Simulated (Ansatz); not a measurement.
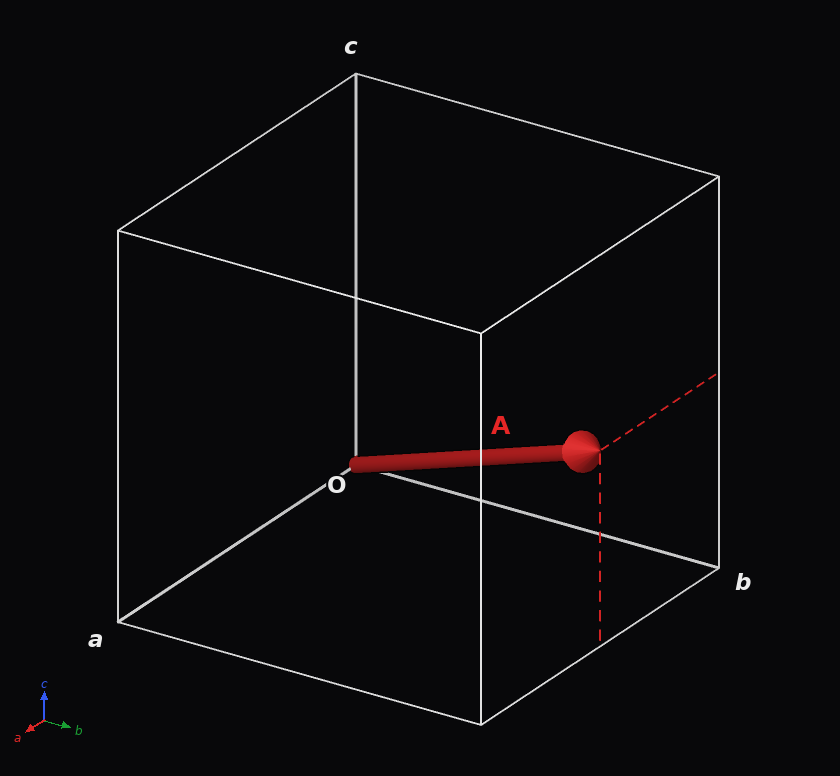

For ZnSe, the end point of a relaxation with DFT, PBEsol, plane waves, PAW in Ansatz: the arrow starts at a corner of the unit cell and ends on its surface; where a tip isn't a corner, dashed lines run from it parallel to the axes. The drawing is computed from the coordinates (standard cell, symmetry found to 0.002 Å).

a = 5.634 Å, b = 5.634 Å, c = 5.634 Å, α = 90.00°, β = 90.00°, γ = 90.00°.

Question: Index the direction.

Answer: Arrow A runs from (0, 0, 0) to (1/2, 1, 1/2), so [1 2 1].

Question: How long is the vector ua + vb + wc?

Answer: 13.799 Å.

Question: In F-43m (No. 216), how many directions are equivalent to A (Laue class m-3m, both senses counted)?

Answer: 24.
